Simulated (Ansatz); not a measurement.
# Mo(100) with 4 layers of random Mo-Os, 2x2: scattering by chemical disorder, part 2 of 2

Aim: the residual resistivity of a random alloy, from Mo(100) with 4 layers of random Mo-Os, 2x2 and longer regions.

Ansatz 0.2.0; Ansatz plane-wave DFT, PBE, PAW files; ballistic transport by layer matching (Landauer), zero bias; PAW set soft_1.

So far. Step 2 (With 4 alloy layers): Over the solved energies the transmission per spin lies between 3.53 and 3.60, out of 6.64 channels of the lead on average (up to 6.78).

### 3. With 8 alloy layers

System of this step: Mo(100) with 8 layers of random Mo-Os, 2x2. The cell holds 72 atoms: 48 Mo and 24 Os. Cell: a = 6.294 Å, b = 6.294 Å, c = 28.323 Å, α = 90.0°, β = 90.0°, γ = 90.0°. It derives from Mo. Regions: lead, 40 atoms (40 Mo); scattering region, 32 atoms (8 Mo and 24 Os). The structure is stacked along c, and the current runs across the ab planes.

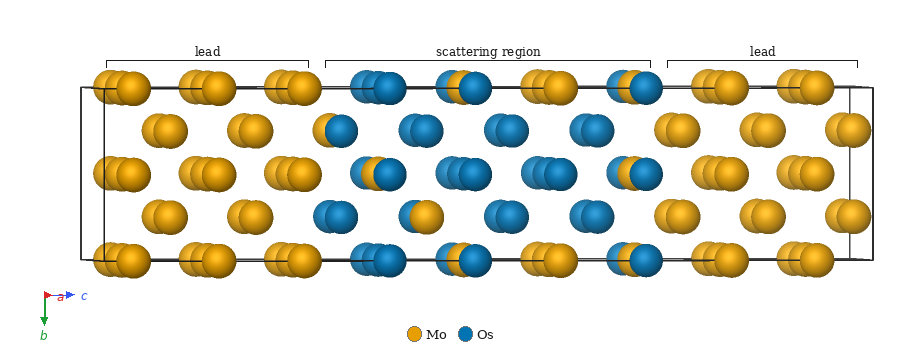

The cell of this step (molybdenum orange, osmium blue). Some periodic images of atoms are drawn too.

input.yaml

```yaml
crystal:
  lattice:
    - [6.294, 0.0, 0.0]
    - [0.0, 6.294, 0.0]
    - [0.0, 0.0, 28.323]
  atoms:
    - { symbol: Mo, position: [0.0, 0.0, 0.0277777778] }
    - { symbol: Mo, position: [0.0, 0.5, 0.0277777778] }
    - { symbol: Mo, position: [0.5, 0.0, 0.0277777778] }
    - { symbol: Mo, position: [0.5, 0.5, 0.0277777778] }
    - { symbol: Mo, position: [0.25, 0.25, 0.0833333333] }
    - { symbol: Mo, position: [0.25, 0.75, 0.0833333333] }
    - { symbol: Mo, position: [0.75, 0.25, 0.0833333333] }
    - { symbol: Mo, position: [0.75, 0.75, 0.0833333333] }
    - { symbol: Mo, position: [0.0, 0.0, 0.1388888889] }
    - { symbol: Mo, position: [0.0, 0.5, 0.1388888889] }
    - { symbol: Mo, position: [0.5, 0.0, 0.1388888889] }
    - { symbol: Mo, position: [0.5, 0.5, 0.1388888889] }
    - { symbol: Mo, position: [0.25, 0.25, 0.1944444444] }
    - { symbol: Mo, position: [0.25, 0.75, 0.1944444444] }
    - { symbol: Mo, position: [0.75, 0.25, 0.1944444444] }
    - { symbol: Mo, position: [0.75, 0.75, 0.1944444444] }
    - { symbol: Mo, position: [0.0, 0.0, 0.25] }
    - { symbol: Mo, position: [0.0, 0.5, 0.25] }
    - { symbol: Mo, position: [0.5, 0.0, 0.25] }
    - { symbol: Mo, position: [0.5, 0.5, 0.25] }
    - { symbol: Mo, position: [0.25, 0.25, 0.3055555556] }
    - { symbol: Os, position: [0.25, 0.75, 0.3055555556] }
    - { symbol: Os, position: [0.75, 0.25, 0.3055555556] }
    - { symbol: Os, position: [0.75, 0.75, 0.3055555556] }
    - { symbol: Os, position: [0.0, 0.0, 0.3611111111] }
    - { symbol: Os, position: [0.0, 0.5, 0.3611111111] }
    - { symbol: Os, position: [0.5, 0.0, 0.3611111111] }
    - { symbol: Mo, position: [0.5, 0.5, 0.3611111111] }
    - { symbol: Os, position: [0.25, 0.25, 0.4166666667] }
    - { symbol: Os, position: [0.25, 0.75, 0.4166666667] }
    - { symbol: Os, position: [0.75, 0.25, 0.4166666667] }
    - { symbol: Mo, position: [0.75, 0.75, 0.4166666667] }
    - { symbol: Os, position: [0.0, 0.0, 0.4722222222] }
    - { symbol: Os, position: [0.0, 0.5, 0.4722222222] }
    - { symbol: Mo, position: [0.5, 0.0, 0.4722222222] }
    - { symbol: Os, position: [0.5, 0.5, 0.4722222222] }
    - { symbol: Os, position: [0.25, 0.25, 0.5277777778] }
    - { symbol: Os, position: [0.25, 0.75, 0.5277777778] }
    - { symbol: Os, position: [0.75, 0.25, 0.5277777778] }
    - { symbol: Os, position: [0.75, 0.75, 0.5277777778] }
    - { symbol: Mo, position: [0.0, 0.0, 0.5833333333] }
    - { symbol: Os, position: [0.0, 0.5, 0.5833333333] }
    - { symbol: Mo, position: [0.5, 0.0, 0.5833333333] }
    - { symbol: Os, position: [0.5, 0.5, 0.5833333333] }
    - { symbol: Os, position: [0.25, 0.25, 0.6388888889] }
    - { symbol: Os, position: [0.25, 0.75, 0.6388888889] }
    - { symbol: Os, position: [0.75, 0.25, 0.6388888889] }
    - { symbol: Os, position: [0.75, 0.75, 0.6388888889] }
    - { symbol: Os, position: [0.0, 0.0, 0.6944444444] }
    - { symbol: Os, position: [0.0, 0.5, 0.6944444444] }
    - { symbol: Mo, position: [0.5, 0.0, 0.6944444444] }
    - { symbol: Mo, position: [0.5, 0.5, 0.6944444444] }
    - { symbol: Mo, position: [0.25, 0.25, 0.75] }
    - { symbol: Mo, position: [0.25, 0.75, 0.75] }
    - { symbol: Mo, position: [0.75, 0.25, 0.75] }
    - { symbol: Mo, position: [0.75, 0.75, 0.75] }
    - { symbol: Mo, position: [0.0, 0.0, 0.8055555556] }
    - { symbol: Mo, position: [0.0, 0.5, 0.8055555556] }
    - { symbol: Mo, position: [0.5, 0.0, 0.8055555556] }
    - { symbol: Mo, position: [0.5, 0.5, 0.8055555556] }
    - { symbol: Mo, position: [0.25, 0.25, 0.8611111111] }
    - { symbol: Mo, position: [0.25, 0.75, 0.8611111111] }
    - { symbol: Mo, position: [0.75, 0.25, 0.8611111111] }
    - { symbol: Mo, position: [0.75, 0.75, 0.8611111111] }
    - { symbol: Mo, position: [0.0, 0.0, 0.9166666667] }
    - { symbol: Mo, position: [0.0, 0.5, 0.9166666667] }
    - { symbol: Mo, position: [0.5, 0.0, 0.9166666667] }
    - { symbol: Mo, position: [0.5, 0.5, 0.9166666667] }
    - { symbol: Mo, position: [0.25, 0.25, 0.9722222222] }
    - { symbol: Mo, position: [0.25, 0.75, 0.9722222222] }
    - { symbol: Mo, position: [0.75, 0.25, 0.9722222222] }
    - { symbol: Mo, position: [0.75, 0.75, 0.9722222222] }
kpoints:
  mp_grid: { grid: [4, 4, 1] }
hamiltonian:
  xc: pbe
  pseudopotentials: { kind: paw, azcp: { folder: soft_1 } }
scf:
  occupations: { method: fermi_dirac, width: 0.1 }
output:
  transmission: { leads: [[0, 4]], kmesh: [8, 8], e_range: [-0.05, 0.05], de: 0.05 }
  write_potential: true
  write_density: true
  volumetric_format: npy
```

The run is started by

```bash
> ansatz run input.yaml --threads 4 --pin off --max-ram 15360MiB --backend cpu --events-out ev --progress --plain --runs-dir out
```

Numbers of over 12 decimals in the logs are rounded to 6 here.

The log of the run:

```text
[...]
Crystal: 72 atoms, lattice volume = 1122.000 Å³
Basis set: ecut = 420 eV, 21955 PW (Γ)
Bands: 634, of which v1, the nominal top of the filled ones, is band 528 counted from 1 (527 counted from 0)
Symmetry: 1 space group operations
[...]
k-points: 10 of 16 (time reversal used)
[...]
SCF iter   1: F=—  HF=-511173.056898 eV  |F-HF|=—  |Δ(HF+E_count)|=         —  Δρ=9.99e-2  dr2=1.93e2  ethr=3.10e-3  ⟨swp⟩=5.0  Hψ=18987  notcnv=0
[...]
SCF iter  10: F=-511134.436619 eV  HF=-511134.436619 eV  |F-HF|=2.50e-9  |Δ(HF+E_count)|=   1.01e-8  Δρ=2.65e-7  dr2=2.77e-9  ethr=9.47e-12  ⟨swp⟩=6.9  Hψ=13751  notcnv=0
SCF 1 converged in 10 iterations: F = -511134.436619 eV  dr2 = 2.77e-9
[...]
transmission: 192 of 1904 steps passed
transmission: 381 of 1904 steps passed
[...]
transmission: 1904 of 1904 steps passed
SCF converged after 10 iterations
Free energy (F): -511134.436619 eV
[...]
Internal energy: -511131.686761 eV  (E = F + TS)
E sigma→0 (E₀):  -511133.061690 eV
Entropy (-TS):   -2.749858 eV (-38.192 meV/atom)
Fermi energy:    21.832848 eV
[...]
--- Band table (eV; the first three rows and the last of 10) ---
  k-point 0: bands = [... 524 lower, 21.8891, 21.9247, 21.9505, 21.9847, 21.9936, 22.0119, 22.0465, 22.0566, ... 102 higher]
  k-point 1: bands = [... 524 lower, 21.7683, 21.7790, 21.7866, 21.8005, 21.8108, 21.8263, 21.8361, 21.8528, ... 102 higher]
  k-point 2: bands = [... 524 lower, 21.6819, 21.7534, 21.7763, 21.7960, 21.8159, 21.8457, 21.8580, 21.8680, ... 102 higher]
  k-point 9: bands = [... 524 lower, 21.8818, 21.9070, 21.9278, 21.9353, 21.9750, 21.9757, 22.0030, 22.0141, ... 102 higher]
--- Transmission ---
  basis      : 349 plane waves across, 56 finite elements along
  points     : 34, standing for a mesh of 8 x 8
[...]
channels       : 6.593750e0 a spin
[...]
slowest decay  : 0.0484 /Å at (0.5000, 0.3750)
  junction   : crystal 0 to crystal 0, 0.70 to 27.45 Å
    transmission   : 2.904303e0 a spin
[...]
```

Elapsed: 10 min, on 4 threads of Intel Xeon Platinum 8488C (Sapphire Rapids), shared host; peak memory 8.2 GiB; 38 min of CPU time.

This step gave:

| Item | Value |
| --- | --- |
| free energy | -511134.4366 eV |
| energy at zero smearing | -511133.0617 eV |
| Fermi energy | 21.83 eV |
| transmission per spin nearest the Fermi level | 2.904 |
| step of the lead's potential | 9 meV |

Per spin. The transmission, zone mean by energy, zero at the Fermi level:

| energy (eV) | transmission, zone mean |
| --- | --- |
| -0.0500 | 2.99 |
| 0.0000 | 2.90 |
| 0.0500 | 2.90 |

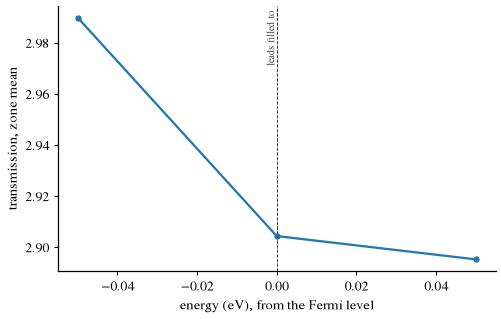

Transmission, zone mean against energy.

Over the solved energies the transmission per spin lies between 2.90 and 2.99, out of 6.68 channels of the lead on average (up to 6.84).

### 4. With 12 alloy layers

System of this step: Mo(100) with 12 layers of random Mo-Os, 2x2. The cell holds 88 atoms: 52 Mo and 36 Os. Its edges and angles: a = 6.294 Å, b = 6.294 Å, c = 34.617 Å, α = 90.0°, β = 90.0°, γ = 90.0°. It derives from Mo. Regions: lead, 40 atoms (40 Mo); scattering region, 48 atoms (36 Os and 12 Mo). The structure is stacked along c, and the current runs across the ab planes.

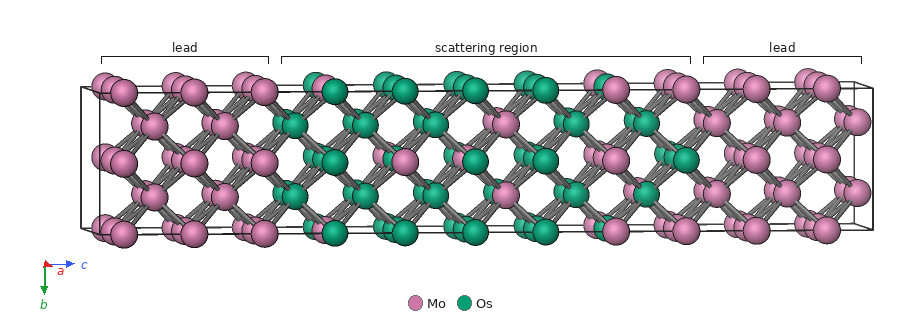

The cell of this step (molybdenum pink, osmium teal). Some periodic images of atoms are drawn too.

input.yaml

```yaml
crystal:
  lattice:
    - [6.294, 0.0, 0.0]
    - [0.0, 6.294, 0.0]
    - [0.0, 0.0, 34.617]
  atoms:
    - { symbol: Mo, position: [0.0, 0.0, 0.0227272727] }
    - { symbol: Mo, position: [0.0, 0.5, 0.0227272727] }
    - { symbol: Mo, position: [0.5, 0.0, 0.0227272727] }
    - { symbol: Mo, position: [0.5, 0.5, 0.0227272727] }
    - { symbol: Mo, position: [0.25, 0.25, 0.0681818182] }
    - { symbol: Mo, position: [0.25, 0.75, 0.0681818182] }
    - { symbol: Mo, position: [0.75, 0.25, 0.0681818182] }
    - { symbol: Mo, position: [0.75, 0.75, 0.0681818182] }
    - { symbol: Mo, position: [0.0, 0.0, 0.1136363636] }
    - { symbol: Mo, position: [0.0, 0.5, 0.1136363636] }
    - { symbol: Mo, position: [0.5, 0.0, 0.1136363636] }
    - { symbol: Mo, position: [0.5, 0.5, 0.1136363636] }
    - { symbol: Mo, position: [0.25, 0.25, 0.1590909091] }
    - { symbol: Mo, position: [0.25, 0.75, 0.1590909091] }
    - { symbol: Mo, position: [0.75, 0.25, 0.1590909091] }
    - { symbol: Mo, position: [0.75, 0.75, 0.1590909091] }
    - { symbol: Mo, position: [0.0, 0.0, 0.2045454545] }
    - { symbol: Mo, position: [0.0, 0.5, 0.2045454545] }
    - { symbol: Mo, position: [0.5, 0.0, 0.2045454545] }
    - { symbol: Mo, position: [0.5, 0.5, 0.2045454545] }
    - { symbol: Os, position: [0.25, 0.25, 0.25] }
    - { symbol: Os, position: [0.25, 0.75, 0.25] }
    - { symbol: Os, position: [0.75, 0.25, 0.25] }
    - { symbol: Os, position: [0.75, 0.75, 0.25] }
    - { symbol: Os, position: [0.0, 0.0, 0.2954545455] }
    - { symbol: Os, position: [0.0, 0.5, 0.2954545455] }
    - { symbol: Mo, position: [0.5, 0.0, 0.2954545455] }
    - { symbol: Os, position: [0.5, 0.5, 0.2954545455] }
    - { symbol: Os, position: [0.25, 0.25, 0.3409090909] }
    - { symbol: Os, position: [0.25, 0.75, 0.3409090909] }
    - { symbol: Os, position: [0.75, 0.25, 0.3409090909] }
    - { symbol: Os, position: [0.75, 0.75, 0.3409090909] }
    - { symbol: Os, position: [0.0, 0.0, 0.3863636364] }
    - { symbol: Mo, position: [0.0, 0.5, 0.3863636364] }
    - { symbol: Os, position: [0.5, 0.0, 0.3863636364] }
    - { symbol: Os, position: [0.5, 0.5, 0.3863636364] }
    - { symbol: Os, position: [0.25, 0.25, 0.4318181818] }
    - { symbol: Os, position: [0.25, 0.75, 0.4318181818] }
    - { symbol: Os, position: [0.75, 0.25, 0.4318181818] }
    - { symbol: Os, position: [0.75, 0.75, 0.4318181818] }
    - { symbol: Os, position: [0.0, 0.0, 0.4772727273] }
    - { symbol: Os, position: [0.0, 0.5, 0.4772727273] }
    - { symbol: Os, position: [0.5, 0.0, 0.4772727273] }
    - { symbol: Mo, position: [0.5, 0.5, 0.4772727273] }
    - { symbol: Mo, position: [0.25, 0.25, 0.5227272727] }
    - { symbol: Os, position: [0.25, 0.75, 0.5227272727] }
    - { symbol: Mo, position: [0.75, 0.25, 0.5227272727] }
    - { symbol: Mo, position: [0.75, 0.75, 0.5227272727] }
    - { symbol: Os, position: [0.0, 0.0, 0.5681818182] }
    - { symbol: Os, position: [0.0, 0.5, 0.5681818182] }
    - { symbol: Os, position: [0.5, 0.0, 0.5681818182] }
    - { symbol: Os, position: [0.5, 0.5, 0.5681818182] }
    - { symbol: Os, position: [0.25, 0.25, 0.6136363636] }
    - { symbol: Os, position: [0.25, 0.75, 0.6136363636] }
    - { symbol: Os, position: [0.75, 0.25, 0.6136363636] }
    - { symbol: Os, position: [0.75, 0.75, 0.6136363636] }
    - { symbol: Mo, position: [0.0, 0.0, 0.6590909091] }
    - { symbol: Mo, position: [0.0, 0.5, 0.6590909091] }
    - { symbol: Os, position: [0.5, 0.0, 0.6590909091] }
    - { symbol: Mo, position: [0.5, 0.5, 0.6590909091] }
    - { symbol: Os, position: [0.25, 0.25, 0.7045454545] }
    - { symbol: Mo, position: [0.25, 0.75, 0.7045454545] }
    - { symbol: Os, position: [0.75, 0.25, 0.7045454545] }
    - { symbol: Os, position: [0.75, 0.75, 0.7045454545] }
    - { symbol: Mo, position: [0.0, 0.0, 0.75] }
    - { symbol: Os, position: [0.0, 0.5, 0.75] }
    - { symbol: Mo, position: [0.5, 0.0, 0.75] }
    - { symbol: Os, position: [0.5, 0.5, 0.75] }
    - { symbol: Mo, position: [0.25, 0.25, 0.7954545455] }
    - { symbol: Mo, position: [0.25, 0.75, 0.7954545455] }
    - { symbol: Mo, position: [0.75, 0.25, 0.7954545455] }
    - { symbol: Mo, position: [0.75, 0.75, 0.7954545455] }
    - { symbol: Mo, position: [0.0, 0.0, 0.8409090909] }
    - { symbol: Mo, position: [0.0, 0.5, 0.8409090909] }
    - { symbol: Mo, position: [0.5, 0.0, 0.8409090909] }
    - { symbol: Mo, position: [0.5, 0.5, 0.8409090909] }
    - { symbol: Mo, position: [0.25, 0.25, 0.8863636364] }
    - { symbol: Mo, position: [0.25, 0.75, 0.8863636364] }
    - { symbol: Mo, position: [0.75, 0.25, 0.8863636364] }
    - { symbol: Mo, position: [0.75, 0.75, 0.8863636364] }
    - { symbol: Mo, position: [0.0, 0.0, 0.9318181818] }
    - { symbol: Mo, position: [0.0, 0.5, 0.9318181818] }
    - { symbol: Mo, position: [0.5, 0.0, 0.9318181818] }
    - { symbol: Mo, position: [0.5, 0.5, 0.9318181818] }
    - { symbol: Mo, position: [0.25, 0.25, 0.9772727273] }
    - { symbol: Mo, position: [0.25, 0.75, 0.9772727273] }
    - { symbol: Mo, position: [0.75, 0.25, 0.9772727273] }
    - { symbol: Mo, position: [0.75, 0.75, 0.9772727273] }
kpoints:
  mp_grid: { grid: [4, 4, 1] }
hamiltonian:
  xc: pbe
  pseudopotentials: { kind: paw, azcp: { folder: soft_1 } }
scf:
  occupations: { method: fermi_dirac, width: 0.1 }
output:
  transmission: { leads: [[0, 4]], kmesh: [8, 8], e_range: [-0.05, 0.05], de: 0.05 }
  write_potential: true
  write_density: true
  volumetric_format: npy
```

The log of the run:

```text
[...]
Crystal: 88 atoms, lattice volume = 1371.333 Å³
Basis set: ecut = 420 eV, 26839 PW (Γ)
Bands: 783, of which v1, the nominal top of the filled ones, is band 652 counted from 1 (651 counted from 0)
Symmetry: 1 space group operations
[...]
k-points: 10 of 16 (time reversal used)
[...]
SCF iter   1: F=—  HF=-667625.876929 eV  |F-HF|=—  |Δ(HF+E_count)|=         —  Δρ=9.91e-2  dr2=2.55e2  ethr=3.10e-3  ⟨swp⟩=5.0  Hψ=23591  notcnv=0
[...]
SCF iter  10: F=-667580.240345 eV  HF=-667580.240345 eV  |F-HF|=6.75e-9  |Δ(HF+E_count)|=   1.98e-8  Δρ=2.90e-7  dr2=7.02e-9  ethr=7.67e-12  ⟨swp⟩=6.7  Hψ=18118  notcnv=0
SCF 1 converged in 10 iterations: F = -667580.240345 eV  dr2 = 7.02e-9
[...]
transmission: 234 of 2312 steps passed
transmission: 465 of 2312 steps passed
[...]
transmission: 2312 of 2312 steps passed
SCF converged after 10 iterations
Free energy (F): -667580.240345 eV
[...]
Internal energy: -667576.878844 eV  (E = F + TS)
E sigma→0 (E₀):  -667578.559595 eV
Entropy (-TS):   -3.361501 eV (-38.199 meV/atom)
Fermi energy:    21.978248 eV
[...]
--- Band table (eV; the first three rows and the last of 10) ---
  k-point 0: bands = [... 648 lower, 22.0379, 22.0692, 22.0783, 22.0815, 22.0981, 22.1395, 22.1455, 22.1571, ... 127 higher]
  k-point 1: bands = [... 648 lower, 21.8927, 21.8979, 21.9149, 21.9320, 21.9571, 21.9807, 22.0010, 22.0053, ... 127 higher]
  k-point 2: bands = [... 648 lower, 21.8219, 21.8386, 21.8472, 21.8875, 21.9087, 21.9132, 21.9629, 21.9743, ... 127 higher]
  k-point 9: bands = [... 648 lower, 22.0149, 22.0414, 22.0500, 22.0669, 22.0895, 22.0981, 22.1072, 22.1261, ... 127 higher]
--- Transmission ---
  basis      : 349 plane waves across, 68 finite elements along
  points     : 34, standing for a mesh of 8 x 8
[...]
channels       : 6.593750e0 a spin
[...]
slowest decay  : 0.0452 /Å at (0.3750, 0.5000)
  junction   : crystal 0 to crystal 0, 0.70 to 33.74 Å
    transmission   : 2.372460e0 a spin
[...]
```

Run time: 14 min. Hardware: 4 threads; peak memory 8.8 GiB.

This step gave:

| Item | Value |
| --- | --- |
| free energy | -667580.2403 eV |
| energy at zero smearing | -667578.5596 eV |
| Fermi energy | 21.98 eV |
| transmission per spin nearest the Fermi level | 2.372 |
| step of the lead's potential | 8.7 meV |

Per spin. The transmission, zone mean by energy, zero at the Fermi level:

| energy (eV) | transmission, zone mean |
| --- | --- |
| -0.0500 | 2.36 |
| 0.0000 | 2.37 |
| 0.0500 | 2.39 |

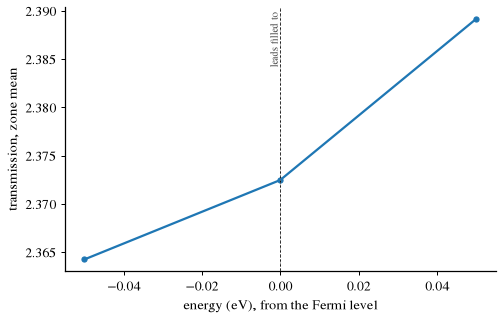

Transmission, zone mean against energy.

Over the solved energies the transmission per spin lies between 2.36 and 2.39, out of 6.64 channels of the lead on average (up to 6.78).

### 5. The fit

This step: Ansatz plane-wave DFT, PBE, PAW files; ballistic transport by layer matching (Landauer), zero bias; residual resistivity from the slope of the area resistance, atoms on the host's lattice; PAW set soft_1 (Ansatz 0.2.0).

Numbers from this step:

- resistivity: 57.47 µΩ cm
- intercept: 0.2831 fΩ m²
- scatter about the fit: 0.01924 fΩ m²

Resistance, by row:

| run | length (Å) | T | channels N | RA (fΩ m²) |
| --- | --- | --- | --- | --- |
| n4 | 6.294 | 3.578 | 6.635 | 0.6585 |
| n8 | 12.59 | 2.93 | 6.677 | 0.9794 |
| n12 | 18.88 | 2.375 | 6.635 | 1.382 |

Area resistance against length of the alloy:

| length of the alloy (Å) | area resistance (fΩ m²) |
| --- | --- |
| 6.29 | 0.658 |
| 12.59 | 0.979 |
| 18.88 | 1.38 |

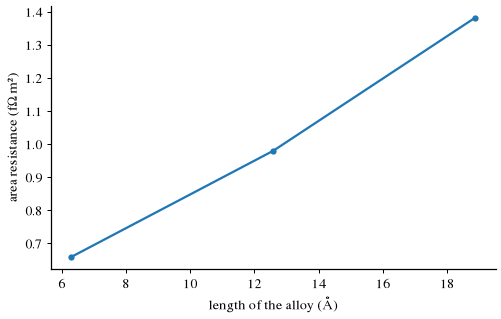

Area resistance, plotted against length of the alloy.

The area resistance goes from 0.66 to 1.4 fΩ m² between 6.3 and 18.9 Å, a slope of 57 µΩ cm.

By hand from the end points: (1.382 − 0.6585) fΩ m² / (18.88 − 6.29) Å = 57 µΩ cm, since 1 fΩ m² per Å is 1000 µΩ cm.

### 6. Outcome

```
resistivity from the slope  : 57.5 µΩ cm
area resistance over 6.29 Å : 0.658 fΩ m²
area resistance over 12.6 Å : 0.979 fΩ m²
area resistance over 18.9 Å : 1.38 fΩ m²
```

What this shows: The slope gives 57 µΩ cm. The points scatter by 0.019 fΩ m² about the line, with one random draw a length in a 2x2 cell, so the slope is a rough value. Read with a model of isotropic scattering on a spherical Fermi surface and the lead's 1.3×10¹⁵ S/m², this slope means a mean free path near 10 Å (a rough figure, since the alloy's own channel count differs); over these lengths the model's slope is within 3 % of its bulk resistivity. The atoms sit on the host's lattice, so scattering by size misfit is left out. With 75 % of Os, whose own structure is another, this is a hypothetical phase. Spin-orbit coupling is left out, which matters for Os.

[Logs are printed without paths, hosts, clocks, repeated set-up lines and the standing remarks that a program may print on its own settings, such as how far it seeks lower states.]

[Hosts, paths, dates, database ids (printed as entryN), source tags and the programs' standing remarks are cut or masked in the printed files.]
